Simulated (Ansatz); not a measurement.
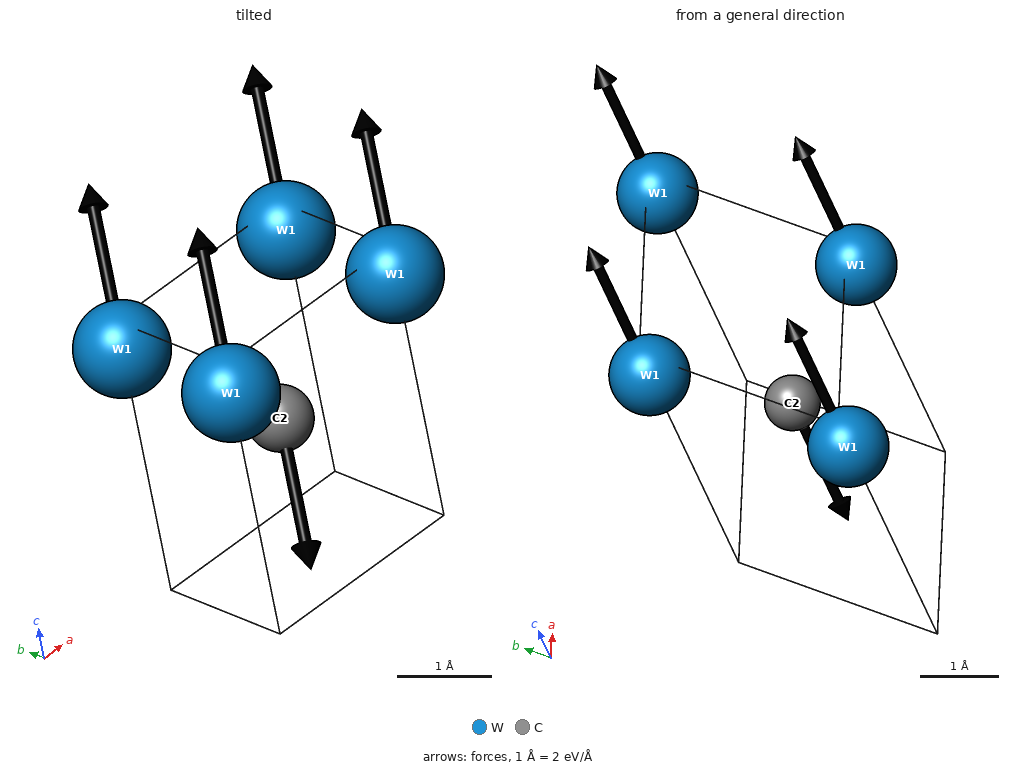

This spheres-only model is shown slightly off an axis and from a general direction. The simulation cell is outlined; an atom on or near a face, edge or corner is repeated at each equivalent position. The arrows are the computed forces on the atoms.

System: WC. Method: DFT r2SCAN, scalar-relativistic, plane waves, PAW (Ansatz 0.2.0); 500 eV cutoff, k-points on a 24×24×24 grid, Gaussian smearing of 0.15 eV, no spin polarisation.

Are the forces small enough to call this converged?

Answer. No. The atoms still feel forces of up to about 2.8 eV/Å, far above a usual threshold of 0.01 to 0.03 eV/Å.

Which atom carries the strongest force?

Answer. W1 and C2, about 2.8 eV/Å.

The cell started as a structure listed in the Materials Project. The cell was then strained or its atoms displaced on purpose. It went into a calculation with Ansatz.
